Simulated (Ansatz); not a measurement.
**Run report: Sb, single-point calculation**

- system: Sb (2 atoms in the cell)
- method: DFT PBEsol, scalar-relativistic, plane waves, PAW, no spin polarisation (Ansatz 0.2.0)

The structure derives from an entry of the Crystallography Open Database. It belongs to a series of runs on one base structure; here: atom 1 (Sb) moved by (-0.200, -0.200) A along x and z. Figures and captions count atoms from 1; the log counts them from 0 in places.

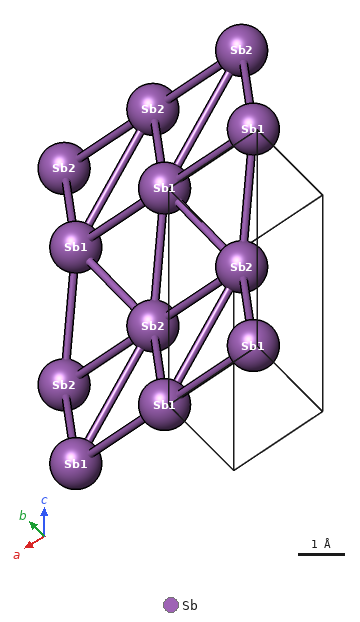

Fig. 1: The structure as given in the input (ball-and-stick view of the cell of the calculation, set on other vectors, repeated 3 × 1 × 2, seen at an oblique angle; atoms are numbered from 1 in the order of the input). An atom can appear more than once, as a periodic image. Near neighbours in the periodic cell (some may lie outside the picture): Sb has 12 Sb at 3.04 to 3.56 Å.

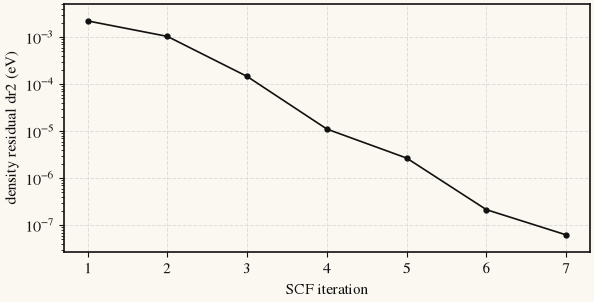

Fig. 2: Convergence of the self-consistent field: density residual dr2 against the SCF iteration. The residual falls at every step.

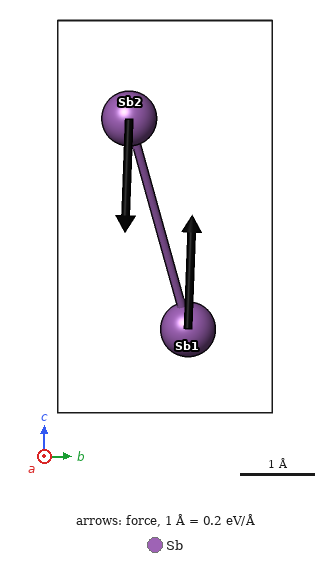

Fig. 3: Forces on the atoms as black arrows (ball-and-stick view of the cell of the calculation, set on other vectors, along the a axis; atoms are numbered from 1 in the order of the input). The largest act on Sb1, Sb2 (0.31 eV/Å). The geometry is not a stationary point of this energy.

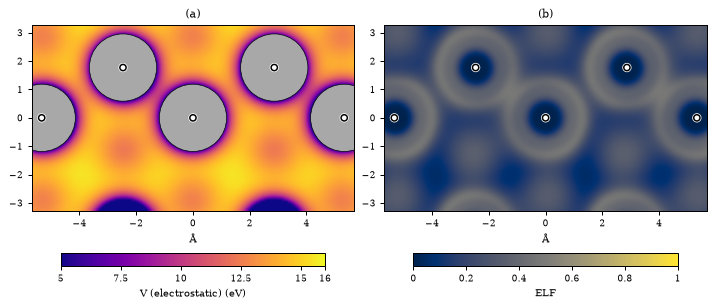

Fig. 4: (a) electrostatic potential (local pseudopotential plus Hartree) felt by an electron; (b) electron localisation function on the (110) plane of the conventional cell. Circles mark the nuclei in the plane (Sb). Grey discs, where drawn, cover atomic cores. Atoms in the plane: Sb. Sb–Sb (3.04 Å): the ELF is about 0.50 at the midpoint (nearly free electrons, as in a simple metal). Sb–Sb (3.37 Å): the ELF is about 0.30 at the midpoint; no shared electron pair. Outside the cores the potential energy rises away from the atoms and is highest about 2.3 Å from the nearest atoms; outside the discs it spans about 10 eV, and its zero is arbitrary. Core electrons are frozen (PAW), so the fields are smoothed inside the atomic spheres.

These pictures come from the run below.

### Input file
```yaml
crystal:
  lattice:
    - [3.3690001795, 0.0, 0.0]
    - [-1.6845000898, 2.9176397408, 0.0]
    - [0.0, 0.0, 5.33]
  atoms:
    - { symbol: Sb, position: [0.2739685398, 0.6666666667, 0.2124765478] }
    - { symbol: Sb, position: [0.6666666667, 0.3333333333, 0.75] }
basis:
  ecutwfc: 420
kpoints:
  mp_grid: { grid: [18, 18, 10] }
hamiltonian:
  xc: pbesol
scf:
  occupations: { method: gaussian, width: 0.15 }
output:
  forces: true
  stress: true
  eigenvalues: true
  write_density: true
  write_potential: true
  elf: true
  volumetric_format: npy
```

Launch command:
```bash
ansatz run input.yaml --threads 1 --pin off --max-ram 2560MiB --backend cpu --events-out ev --progress --plain --runs-dir out
```

### Output
```
Engine: ansatz 0.2.0, aarch64-unknown-linux-gnu
Pseudopotentials: kind: paw
Pseudopotential: Sb, paw, valence charge 15, recommended cutoff 420 eV (normal), Sb.paw.azcp
Functional definition: PBEsol
  exchange = pbesol_x
  correlation = pbesol_c
Crystal: 2 atoms, lattice volume = 52.391 Å³
Basis set: ecut = 420 eV, 1037 PW (Γ), exchange–correlation on 48×48×72 points (8 copies of the dense FFT grid, shifted against one another)
Bands: 19, of which v1, the nominal top of the filled ones, is band 15 counted from 1 (14 counted from 0)
Symmetry: 2 space group operations
Space group: P-1 (ITA 2), of the structure as read, at distance tolerance 3.7e-5 Å
k-points: 1624 of 3240
Non-local potential: Sb, projectors of the file, l = 0: 2, l = 1: 2, l = 2: 2, l = 3: 2
PAW form: soft (Blöchl's): semilocal exchange-correlation on the pseudo side does not see the compensation charge
PAW frozen core: Sb, regenerated for the run's functional, and the local potential with it (the file was generated under x = pbe(κ = 0.804, μ = 0.2195149727645171), c = pbe(β = 0.06672455060314922))
PAW one-centre angular grid: Sb, 590 points (default); XC on 64 Gauss nodes
Initial density: superposition of atomic densities (neutral atoms: chi_scale 0, normalization atom), corrected by the library's trained network
Initial wavefunctions: pseudopotential atomic-orbital guess
Functional: x = pbesol(κ = 0.804, μ = 0.12345679012345678), c = pbesol(β = 0.046)
SCF iter   1: F=—  HF=-12815.694007 eV  |F-HF|=—  |Δ(HF+E_count)|=         —  Δρ=2.62e-3  dr2=2.22e-3  ethr=1.77e-3  ⟨swp⟩=5.4  Hψ=146939  notcnv=0
preconditioner: auto → Kerker (q_TF=auto, 2.486 Å⁻¹)  [metal: Δε(μ)=0.000 eV  Ē_g=8.697 eV  σ=0.150 eV  W_gap=0.00  n_scr=22 (ndim 8)  ℏωp=16.2 eV  f_vac=0.000  D(μ)=1.37/eV (n_scr^D=8)]
SCF iter   2: F=—  HF=-12815.691910 eV  |F-HF|=—  |Δ(HF+E_count)|=   2.10e-3  Δρ=1.72e-3  dr2=1.04e-3  ethr=7.42e-6  ⟨swp⟩=1.9  Hψ=51995  notcnv=0
SCF iter   3: F=—  HF=-12815.691762 eV  |F-HF|=—  |Δ(HF+E_count)|=   1.48e-4  Δρ=7.45e-4  dr2=1.46e-4  ethr=3.45e-6  ⟨swp⟩=2.0  Hψ=55011  notcnv=0
SCF iter   4: F=—  HF=-12815.691657 eV  |F-HF|=—  |Δ(HF+E_count)|=   1.04e-4  Δρ=1.15e-4  dr2=1.11e-5  ethr=4.88e-7  ⟨swp⟩=2.0  Hψ=55008  notcnv=0
SCF iter   5: F=—  HF=-12815.691655 eV  |F-HF|=—  |Δ(HF+E_count)|=   2.15e-6  Δρ=5.76e-5  dr2=2.68e-6  ethr=3.70e-8  ⟨swp⟩=2.0  Hψ=45817  notcnv=0
SCF iter   6: F=—  HF=-12815.691655 eV  |F-HF|=—  |Δ(HF+E_count)|=   6.07e-7  Δρ=1.71e-5  dr2=2.14e-7  ethr=8.92e-9  ⟨swp⟩=2.8  Hψ=52864  notcnv=0
SCF iter   7: F=-12815.691655 eV  HF=-12815.691655 eV  |F-HF|=7.10e-8  |Δ(HF+E_count)|=   3.43e-8  Δρ=1.41e-5  dr2=6.23e-8  ethr=3.33e-10  ⟨swp⟩=9.8  Hψ=200717  notcnv=0
SCF 1 converged in 7 iterations: F = -12815.691655 eV  dr2 = 6.23e-8
  greatest PAW one-centre occupation: 0.997 electrons in one spin orbital (limit 2), on the Sb atom at site 1 (counted from 0), in its partial waves of l = 2
SCF converged after 7 iterations
Free energy (F): -12815.691655 eV
Harris-Foulkes:  -12815.691655 eV  (|F-HF|=7.10e-8)
Internal energy: -12815.676214 eV  (E = F + TS)
E sigma→0 (E₀):  -12815.683934 eV
Entropy (-TS):   -0.015440 eV (-7.720 meV/atom)
Fermi energy:    11.971416 eV
--- Per-component energies (eV) ---
  E_band       = -279.231075
  E_kinetic    = 415.400989
  E_local      = -2857.187448  (includes V_loc(G=0)·N_el)
  E_nonlocal   = 727.025256
  E_hartree    = 1307.516047
  E_xc         = -275.930164
  E_vxc        = -194.415441  (∫ρ·V_xc dr)
  E_paw        = -8997.648773  (= ΣΔE_a)
  E_vpaw       = -985.100235  (= ΣTr[D̂ρ^β])
  E_aug_tail   = -0.000004  (compensation charges beyond the density's cutoff)
  E_ewald      = -3135.515832
  E_core_change = 0.663714  (= ΣΔE_core)
  E_smearing   = -0.015440  (= −TS)
  E_closure    = 0.000000  (closes the sum)
  Σ components = -12815.691655   (vs F -12815.691655, Δ=0.00e0)
--- Forces (eV/Å), atoms counted from 1 ---
  atom   1  Sb     0.00822863    -0.00892617     0.31207498
  atom   2  Sb    -0.00822863     0.00892617    -0.31207498
  max |Σ_I F_I| component: 0.00e0 eV/Å
--- Stress (GPa, compression-positive) ---
        0.588386       0.696279       0.201050
        0.696279       0.726377       0.076550
        0.201050       0.076550       1.709377
  P = ⅓ Tr σ = 1.0080 GPa (10.080 kbar)
--- Band table (eV; the first three rows and the last of 1624) ---
  k-point 0: bands = ["-17.2836", "-17.2719", "-17.2640", "-17.2543", "-17.2511", "-17.2427", "-17.2364", "-17.2196", "-17.1861", "-17.1627", "-1.3026", "3.0911", "6.0910", "14.9447", "15.5701", "16.6561", "17.4403", "18.1403", "19.5199"]
  k-point 1: bands = ["-17.2833", "-17.2720", "-17.2643", "-17.2543", "-17.2524", "-17.2432", "-17.2355", "-17.2176", "-17.1860", "-17.1639", "-1.2538", "2.7855", "6.5064", "14.9889", "15.5982", "16.6439", "17.3697", "17.6287", "19.5097"]
  k-point 2: bands = ["-17.2823", "-17.2722", "-17.2648", "-17.2553", "-17.2547", "-17.2445", "-17.2323", "-17.2129", "-17.1858", "-17.1673", "-1.1100", "2.1530", "7.4686", "15.1157", "15.6760", "16.3482", "16.6122", "17.2226", "19.5658"]
  k-point 1623: bands = ["-17.2982", "-17.2765", "-17.2662", "-17.2567", "-17.2504", "-17.2021", "-17.1786", "-17.1769", "-17.1754", "-17.1619", "2.8027", "3.6407", "6.3325", "7.0057", "12.8673", "13.7040", "13.8152", "14.2758", "17.5581"]
```

### Key numbers

```tsv
quantity	value
outcome	converged
space group (tolerance 0.01 Å)	P-1 (2)
electrons treated	30
free energy	−12815.6917 eV
Fermi energy	11.971 eV
gap on the k-point mesh	none (metallic)
pressure	1.01 GPa
largest force (length of the vector)	0.312 eV/Å
hardware	1 thread of Arm Neoverse V2, 24 GiB of memory available, shared host
wall time	83 s
peak memory	1.3 GiB
```
